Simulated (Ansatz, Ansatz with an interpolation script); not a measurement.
# From a coarse GW mesh to bands everywhere: CdSe (Cadmoselite)

G0W0 gives levels on a mesh alone; what do the bands of CdSe (Cadmoselite) look like between the points?

Calculated with Ansatz 0.2.0; r2SCAN, Wannier functions and G0W0, plane waves, PAW.

The database entry behind the starting cell differs from later determinations by our own check (inner coordinate of an old entry), so it need not match the best structure at ambient conditions.

### Step 1. Starting point

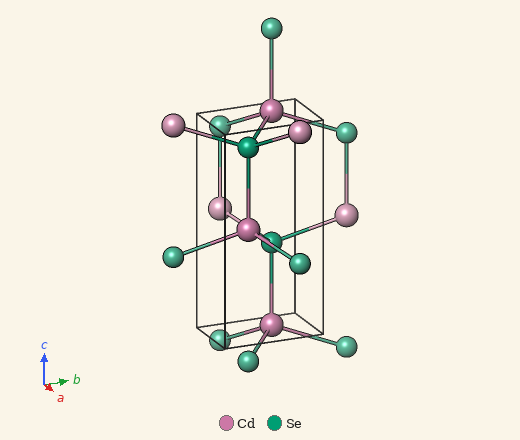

The starting structure, seen slightly off an axis (cadmium pink, selenium teal). Some periodic images of atoms are drawn too.

As a file:

```cif
data_structure
_symmetry_space_group_name_H-M 'P6_3mc'
_symmetry_Int_Tables_number 186
_cell_length_a 4.3000
_cell_length_b 4.3000
_cell_length_c 7.0200
_cell_angle_alpha 90.000
_cell_angle_beta 90.000
_cell_angle_gamma 120.000
_cell_volume 112.41
loop_
_atom_site_label
_atom_site_type_symbol
_atom_site_symmetry_multiplicity
_atom_site_Wyckoff_symbol
_atom_site_fract_x
_atom_site_fract_y
_atom_site_fract_z
_atom_site_occupancy
Cd1 Cd 2 b 0.33333 0.66667 0.00000 1
Se1 Se 2 b 0.33333 0.66667 0.38500 1
```

The cell and positions come from the Crystallography Open Database and are kept as given unless a step says otherwise.

### Step 2. r2SCAN bands

The cheap functional maps the bands first; the places of the edges decide which points the dearer methods must see.

This step: DFT, r2SCAN, plane waves, PAW; PAW set soft_1.

Input file input.yaml:

```yaml
crystal:
  lattice:
    - [4.3, 0.0, 0.0]
    - [-2.15, 3.72390924, 0.0]
    - [0.0, 0.0, 7.02]
  atoms:
    - { symbol: Cd, position: [0.33333333, 0.66666667, 0.0] }
    - { symbol: Cd, position: [0.66666667, 0.33333333, 0.5] }
    - { symbol: Se, position: [0.33333333, 0.66666667, 0.385] }
    - { symbol: Se, position: [0.66666667, 0.33333333, 0.885] }
kpoints:
  mp_grid: { grid: [6, 6, 4] }
  band_path:
    path:
      - [[0.0, 0.0, 0.0], [0.5, 0.0, 0.0], [0.33333333, 0.33333333, 0.0], [0.0, 0.0, 0.0], [0.0, 0.0, 0.5], [0.5, 0.0, 0.5], [0.33333333, 0.33333333, 0.5], [0.0, 0.0, 0.5]]
      - [[0.5, 0.0, 0.5], [0.5, 0.0, 0.0]]
      - [[0.33333333, 0.33333333, 0.5], [0.33333333, 0.33333333, 0.0]]
    npoints: 10
hamiltonian:
  xc: r2scan
  pseudopotentials: { kind: paw, azcp: { folder: soft_1 } }
scf:
  occupations: { method: fermi_dirac, width: 0.02 }
  n_extra_bands: 59
output:
  eigenvalues: true
  fatbands: true
  write_density: true
  write_potential: true
  elf: true
  volumetric_format: npy
```

Run with:

```bash
$ ansatz run input.yaml --threads 3 --pin off --max-ram 92160MiB --backend cuda --events-out ev --progress --plain --runs-dir out --devices 1 --max-vram 13GiB
```

Numbers of over 12 decimals in the logs are rounded to 6 here.

Output:

```text
scf.n_extra_bands = 59 over 36 filled bands (N_el = 72.0): the run solves 95 bands
GPUs: using 1 of 1 available (devices: 1).
Engine: ansatz 0.2.0, x86_64-unknown-linux-gnu
Pseudopotentials: kind: paw
Pseudopotential: Cd, paw, valence charge 20, recommended cutoff 500 eV (meta_gga), soft_1/Cd.paw.azcp
Pseudopotential: Se, paw, valence charge 16, recommended cutoff 500 eV (meta_gga), soft_1/Se.paw.azcp
Functional definition: r2SCAN
  parameter k0 = 0.174
  parameter k1 = 0.065
  parameter a1 = 4.9479
  exchange = r2scan_x(k0 = k0, k1 = k1, a1 = a1)
  correlation = r2scan_c
device memory: the entry about to start is reckoned to put 4.5 GiB on a device that reports 40.3 GiB free (of which the cap on the GPU budget leaves the run 13.0 GiB)
GPU FFT provider: cuFFT
GPU libraries: cuBLAS 13.8.2, cuFFT 12.4.0, cuSOLVER 12.3.4
Crystal: 4 atoms, lattice volume = 112.410 Å³
Basis set: ecut = 500 eV, 2863 PW (Γ), exchange–correlation on 128×128×216 points (64 copies of the dense FFT grid, shifted against one another)
Bands: 95, of which v1, the nominal top of the filled ones, is band 36 counted from 1 (35 counted from 0)
Symmetry: 12 space group operations
Space group: P63mc (ITA 186), of the structure as read, at distance tolerance 4.8e-5 Å
k-points: 21 of 144 (time reversal used)
Non-local potential: Cd, projectors of the file, l = 0: 3, l = 1: 2, l = 2: 2, l = 3: 1
Non-local potential: Se, projectors of the file, l = 0: 2, l = 1: 2, l = 2: 3, l = 3: 1
PAW form: soft (Blöchl's): semilocal exchange-correlation on the pseudo side does not see the compensation charge
PAW frozen core: Cd, regenerated for the run's functional (the file was generated under x = pbe(κ = 0.804, μ = 0.219515), c = pbe(β = 0.066725))
PAW frozen core: Se, regenerated for the run's functional (the file was generated under x = pbe(κ = 0.804, μ = 0.219515), c = pbe(β = 0.066725))
PAW one-centre angular grid: Cd, 590 points (default); XC on 160 Gauss nodes
PAW one-centre angular grid: Se, 590 points (default); XC on 160 Gauss nodes
Initial density: superposition of atomic densities (chi_scale 0.1, normalization cell, long waves kept (reshape's long-wave potential 0.00 eV rms))
Initial wavefunctions: pseudopotential atomic-orbital guess
GPU buffer pool allocated for 55296 grid points (all kernels)
GPU transforms: local potential and band sums: pruned to the plane-wave sphere, on 32×32×54
Functional: x = r2scan, c = r2scan; τ floored in thin density (d = 2e-4 eV/Å³)
SCF iter   1: F=—  HF=-27496.546119 eV  |F-HF|=—  |Δ(HF+E_count)|=         —  Δρ=5.17e-2  dr2=2.65e0  dr2_τ=5.99e-3  ethr=3.10e-3  ⟨swp⟩=6.0  Hψ=8639  notcnv=0  defer=659
preconditioner: auto → Resta (q_TF=auto, 2.533 Å⁻¹)  ε∞=1.5  [insulator: Δε(μ)=0.765 eV  Ē_g=28.830 eV  σ=0.020 eV  W_gap=1.00  n_scr=34 (ndim 8)  ℏωp=21.0 eV  f_vac=0.161  D(μ)=0.00/eV (n_scr^D=0)  ε∞_Penn≈1.5]
SCF iter   2: F=—  HF=-27495.788306 eV  |F-HF|=—  |Δ(HF+E_count)|=   7.58e-1  Δρ=1.85e-2  dr2=1.98e-1  dr2_τ=2.99e-2  ethr=3.10e-3  ⟨swp⟩=2.0  Hψ=2753  notcnv=0  defer=1095
SCF iter   3: F=—  HF=-27495.783603 eV  |F-HF|=—  |Δ(HF+E_count)|=   4.70e-3  Δρ=9.27e-3  dr2=5.40e-2  dr2_τ=1.15e-3  ethr=2.75e-4  ⟨swp⟩=2.7  Hψ=1898  notcnv=0  defer=1095
SCF iter   4: F=—  HF=-27495.786940 eV  |F-HF|=—  |Δ(HF+E_count)|=   3.34e-3  Δρ=6.14e-4  dr2=2.37e-4  dr2_τ=3.62e-5  ethr=7.50e-5  ⟨swp⟩=2.1  Hψ=1583  notcnv=0  defer=1095
SCF iter   5: F=—  HF=-27495.786521 eV  |F-HF|=—  |Δ(HF+E_count)|=   4.19e-4  Δρ=2.71e-4  dr2=4.37e-5  dr2_τ=3.15e-6  ethr=3.29e-7  ⟨swp⟩=2.0  Hψ=1656  notcnv=0  defer=1095
SCF iter   6: F=—  HF=-27495.787467 eV  |F-HF|=—  |Δ(HF+E_count)|=   9.46e-4  Δρ=8.49e-5  dr2=5.84e-6  dr2_τ=2.58e-7  ethr=6.07e-8  ⟨swp⟩=2.0  Hψ=1745  notcnv=0  defer=1095
SCF iter   7: F=—  HF=-27495.787471 eV  |F-HF|=—  |Δ(HF+E_count)|=   3.58e-6  Δρ=1.37e-5  dr2=1.71e-7  dr2_τ=4.22e-9  ethr=8.11e-9  ⟨swp⟩=2.0  Hψ=1278  notcnv=0  defer=1095
SCF iter   8: F=-27495.787471 eV  HF=-27495.787471 eV  |F-HF|=2.07e-10  |Δ(HF+E_count)|=   1.92e-7  Δρ=1.23e-6  dr2=1.47e-9  dr2_τ=1.36e-10  ethr=1.39e-10  ⟨swp⟩=10.5  Hψ=12504  notcnv=0
SCF 1 converged in 8 iterations: F = -27495.787471 eV  dr2 = 1.47e-9
[...]
device memory: the entry about to start is reckoned to put 3.0 GiB on a device that reports 40.2 GiB free (of which the cap on the GPU budget leaves the run 13.0 GiB)
NSCF: frozen V_eff on 93 k-points
SCF converged after 8 iterations
Free energy (F): -27495.787471 eV
Harris-Foulkes:  -27495.787471 eV  (|F-HF|=2.07e-10)
Internal energy: -27495.787471 eV  (E = F + TS)
E sigma→0 (E₀):  -27495.787471 eV
Fermi energy:    7.606053 eV
--- Per-component energies (eV) ---
  E_band       = -1867.990813
  E_kinetic    = 1104.451963
  E_local      = -13282.286453  (includes V_loc(G=0)·N_el)
  E_nonlocal   = -465.279003
  E_hartree    = 6461.697587
  E_xc         = -459.380526
  E_vxc        = -628.387231  (∫ρ·V_xc dr)
  E_paw        = -12527.329242  (= ΣΔE_a)
  E_vpaw       = -1559.296129  (= ΣTr[D̂ρ^β])
  E_aug_tail   = 0.000019  (compensation charges beyond the density's cutoff)
  E_vtau       = 39.413007  (kinetic-family band-sum trace: ∫τ·v_τ [+ j·A + Jᵃ·Aᵃ] dr)
  E_ewald      = -8323.002766
  E_core_change = -4.659049  (= ΣΔE_core)
  E_smearing   = -0.000000  (= −TS)
  E_closure    = -0.000000  (closes the sum)
  Σ components = -27495.787471   (vs F -27495.787471, Δ=0.00e0)
--- Band table (eV; the first three rows and the last of 21) ---
  k-point 0: bands = [... 32 lower, 6.2787, 6.9878, 7.0015, 7.0015, 8.1921, 9.5953, 13.4071, 13.4071, ... 55 higher]
  k-point 1: bands = [... 32 lower, 6.3780, 6.3780, 6.8885, 6.8885, 9.1423, 9.7016, 13.2039, 13.4832, ... 55 higher]
  k-point 2: bands = [... 32 lower, 6.6265, 6.6265, 6.6265, 6.6265, 9.8048, 9.8048, 13.2790, 13.2790, ... 55 higher]
  k-point 20: bands = [... 32 lower, 4.4736, 4.4736, 5.9258, 5.9258, 11.2825, 11.2825, 13.2238, 13.2238, ... 55 higher]
```

Elapsed: 17 s, on 1 × NVIDIA H100 80GB HBM3 (shared by 6 runs) with 3 threads of AMD EPYC 7R13 (Zen 3), shared host; peak memory 1.2 GiB; 29 s of CPU time.

Numbers from this step:

```
filled bands         : 36
gap                  : 1.191 eV
valence top at       : Γ
conduction bottom at : Γ
least direct gap     : 1.191 eV
```

The gap is direct, at Γ.

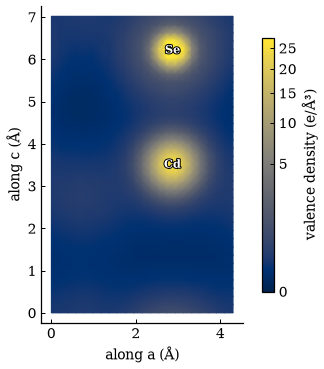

Valence density in the ac plane at fractional y = 0.333, with atoms of Cd and Se within 0.2 Å of it. It is the smooth field of the valence electrons, not physical close to the nuclei. The colour scale is stretched toward low values.

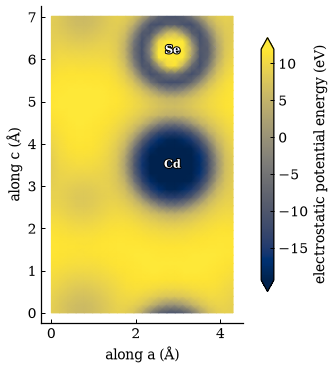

Electrostatic potential energy in the ac plane at fractional y = 0.333, with atoms of Cd and Se within 0.2 Å of it. With pseudopotentials it is smooth inside the atoms' cores, unlike the true potential.

### Step 3. Wannier functions (Cd:5s Se:4p) on 12×12×8

Localised functions give a small Hamiltonian that interpolates between mesh points at no cost.

This step: maximally localised Wannier functions, r2SCAN, plane waves, PAW; PAW set soft_1.

input.yaml, the sections that differ from step 2:

```yaml
kpoints:
  mp_grid: { grid: [6, 6, 4] }
scf:
  occupations: { method: fixed }
  n_extra_bands: 59
output:
  wannier:
    kmesh: [12, 12, 8]
    projections: [{ species: Cd, l: s, shell: 5 }, { species: Se, l: p, shell: 4 }]
    minimise: true
    write_hr: true
    seedname: w
    conv_tol: 1.0e-06
    max_iter: 20000
    stability_check: false
    disentanglement:
      window: [2.52, 14.33]
      frozen_window: [2.52, 9.59]
      conv_tol: 1.0e-08
# crystal, hamiltonian: as in step 2
```

Output:

```text
[...]
GPUs: using 1 of 1 available (devices: 1).
[...]
GPU FFT provider: cuFFT
GPU libraries: cuBLAS 13.8.2, cuFFT 12.4.0, cuSOLVER 12.3.4
Crystal: 4 atoms, lattice volume = 112.410 Å³
Basis set: ecut = 500 eV, 2863 PW (Γ), exchange–correlation on 128×128×216 points (64 copies of the dense FFT grid, shifted against one another)
Bands: 95, of which v1, the nominal top of the filled ones, is band 36 counted from 1 (35 counted from 0)
Symmetry: 12 space group operations
[...]
k-points: 21 of 144 (time reversal used)
[...]
GPU buffer pool allocated for 55296 grid points (all kernels)
[...]
SCF iter   1: F=—  HF=-27496.546126 eV  |F-HF|=—  |Δ(HF+E_count)|=         —  Δρ=5.17e-2  dr2=2.65e0  dr2_τ=5.99e-3  ethr=3.10e-3  ⟨swp⟩=4.2  Hψ=6527  notcnv=0  defer=1149
[...]
SCF iter   8: F=-27495.787471 eV  HF=-27495.787471 eV  |F-HF|=1.67e-10  |Δ(HF+E_count)|=   1.95e-7  Δρ=1.23e-6  dr2=1.52e-9  dr2_τ=1.39e-10  ethr=1.39e-10  ⟨swp⟩=11.4  Hψ=13628  notcnv=0
SCF 1 converged in 8 iterations: F = -27495.787471 eV  dr2 = 1.52e-9
[...]
NSCF: frozen V_eff on 21 k-points
the band table was solved once the SCF had ended and its energy, with any forces and stress, was formed, with the checks that follow a solve (7513 applications of the Hamiltonian). They found nothing against the state; the energy, forces and stress were not computed again (output.eigenvalues in the input reference)
[...]
the Wannier pass solved 98 of the 1152 points of its mesh, and has the states at the others by symmetry: states obtained by the crystal's operations at points that were solved too leave a residual of 4.64e-13 eV (read by the count's bands and the next), within 4.76e-6 eV
SCF converged after 8 iterations
Free energy (F): -27495.787471 eV
[...]
Internal energy: -27495.787471 eV  (E = F + TS)
E sigma→0 (E₀):  -27495.787471 eV
Fermi energy:    7.001486 eV
[...]
--- Band table (eV; the first three rows and the last of 21) ---
  k-point 0: bands = [... 32 lower, 6.2787, 6.9878, 7.0015, 7.0015, 8.1921, 9.5953, 13.4071, 13.4071, ... 55 higher]
  k-point 1: bands = [... 32 lower, 6.3780, 6.3780, 6.8885, 6.8885, 9.1423, 9.7016, 13.2039, 13.4832, ... 55 higher]
  k-point 2: bands = [... 32 lower, 6.6265, 6.6265, 6.6265, 6.6265, 9.8048, 9.8048, 13.2790, 13.2790, ... 55 higher]
  k-point 20: bands = [... 32 lower, 4.4736, 4.4736, 5.9258, 5.9258, 11.2825, 11.2825, 13.2238, 13.2238, ... 55 higher]
Wannier search: line search 1 of at most 20000: gauge-dependent spread (as the search counts it) 1.3118633 Å², largest recent change 8.1e-2 Å² against conv_tol 1.0e-6 Å², 0 stops escaped
[...]
```

Elapsed: 48 s, on 1 × NVIDIA H100 80GB HBM3 (shared by 6 runs) with 3 threads; peak memory 2.7 GiB; 62 s of CPU time.

w.win, one line in 2:

```text
! ansatz wannier90 interface
! states of the run's bands (counted from 1): 1-44
num_wann  = 8
conv_tol = 1e-6
dis_win_min = 2.52
dis_froz_min = 2.52
dis_num_iter = 10000
guiding_centres = true

Ang
      -2.1500000010758673        3.723909238136543                      0.0
end unit_cell_cart
begin atoms_frac
Cd        0.6666666666666666       0.3333333333333333                      0.5
Se        0.6666666666666666       0.3333333333333333                    0.885
```

This step gave:

```yaml
gauge_invariant_spread: 25.96 Å²
diagonal_spread: 0.1421 Å²
off_diagonal_spread: 1.031 Å²
total_spread: 27.13 Å²
least_projectability: 0.4639
localisation_steps: 693
disentanglement_steps: 271
r_m_s_interpolation_error: 6.38e-4 eV
r_m_s_error_near_the_gap: 8.36e-4 eV
```

Near the gap the model misses directly solved bands by 0.8 meV r.m.s. and by 13 meV at most in the window tested. This tests the starting bands, not the corrections carried with them.

Wannier functions, by row:

| function | x (Å) | y (Å) | z (Å) | spread (Å²) | nearest atom | distance (Å) |
| --- | --- | --- | --- | --- | --- | --- |
| 1 | 0 | 2.483 | 0.076 | 4.597 | Cd1 | 0.076 |
| 2 | 2.15 | 1.241 | 3.586 | 4.597 | Cd2 | 0.076 |
| 3 | 0 | 2.479 | 2.64 | 2.97 | Se3 | 0.063 |
| 4 | 0 | 2.404 | 2.756 | 3.001 | Se3 | 0.095 |
| 5 | 0 | 2.566 | 2.756 | 3 | Se3 | 0.099 |
| 6 | 2.15 | 1.245 | 6.15 | 2.97 | Se4 | 0.063 |
| 7 | 2.15 | 1.32 | 6.266 | 3.001 | Se4 | 0.095 |
| 8 | 2.15 | 1.158 | 6.266 | 3 | Se4 | 0.099 |

Frozen up to 2.59 eV; above it the model need not follow the bands. Electronic bands along the path, in eV, zero at the valence-band top:

| point | band 33 | band 34 | band 35 | band 36 | band 37 | band 38 |
| --- | --- | --- | --- | --- | --- | --- |
| Γ | -0.72 | -0.01 | 0.00 | 0.00 | 1.19 | 2.59 |
| M | -2.59 | -1.89 | -1.25 | -0.84 | 3.75 | 4.30 |
| K | -3.12 | -1.81 | -1.81 | -1.81 | 5.29 | 5.29 |
| Γ | -0.72 | -0.01 | 0.00 | 0.00 | 1.19 | 2.59 |
| A | -0.38 | -0.38 | -0.38 | -0.38 | 2.90 | 2.90 |
| L | -1.40 | -1.40 | -1.31 | -1.31 | 3.90 | 3.90 |
| H | -2.53 | -2.53 | -1.08 | -1.08 | 4.71 | 4.71 |
| A | -0.38 | -0.38 | -0.38 | -0.38 | 2.90 | 2.90 |
| jump to L | -1.40 | -1.40 | -1.31 | -1.31 | 3.90 | 3.90 |
| M | -2.59 | -1.89 | -1.25 | -0.84 | 3.75 | 4.30 |
| jump to H | -2.53 | -2.53 | -1.08 | -1.08 | 4.71 | 4.71 |
| K | -3.12 | -1.81 | -1.81 | -1.81 | 5.29 | 5.29 |

The same for Kohn-Sham, solved directly:

| point | band 33 | band 34 | band 35 | band 36 | band 37 | band 38 |
| --- | --- | --- | --- | --- | --- | --- |
| Γ | -0.72 | -0.01 | 0.00 | 0.00 | 1.19 | 2.59 |
| M | -2.59 | -1.89 | -1.25 | -0.84 | 3.69 | 3.70 |
| K | -3.12 | -1.81 | -1.81 | -1.81 | 4.66 | 5.29 |
| Γ | -0.72 | -0.01 | 0.00 | 0.00 | 1.19 | 2.59 |
| A | -0.38 | -0.38 | -0.38 | -0.38 | 2.80 | 2.80 |
| L | -1.40 | -1.40 | -1.31 | -1.31 | 3.40 | 3.40 |
| H | -2.53 | -2.53 | -1.08 | -1.08 | 4.28 | 4.28 |
| A | -0.38 | -0.38 | -0.38 | -0.38 | 2.80 | 2.80 |
| L | -1.40 | -1.40 | -1.31 | -1.31 | 3.40 | 3.40 |
| M | -2.59 | -1.89 | -1.25 | -0.84 | 3.69 | 3.70 |
| H | -2.53 | -2.53 | -1.08 | -1.08 | 4.28 | 4.28 |
| K | -3.12 | -1.81 | -1.81 | -1.81 | 4.66 | 5.29 |

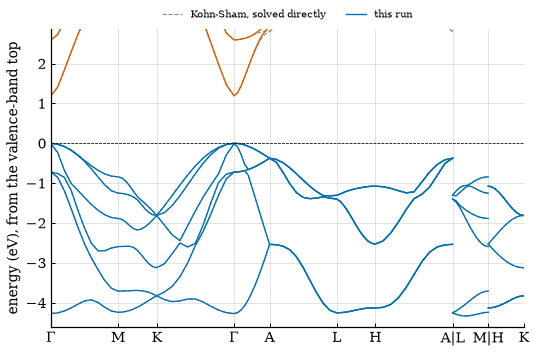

Electronic bands along the path; lines of filled and empty bands in two colours; dashed: Kohn-Sham, solved directly.

(Part 1 of 2 ends here.)

[Paths, hosts, dates, memory and timing lines, banners, echoed tables and standing remarks are left out of the program output.]

[Logs are printed without paths, hosts, clocks, repeated set-up lines and the standing remarks that a program may print on its own settings, such as how far it seeks lower states.]

[Runs of the session that timed out or met a known fault of the program may be left out.]

[Hosts, paths, dates, database ids (printed as entryN), source tags and the programs' standing remarks are cut or masked in the printed files.]
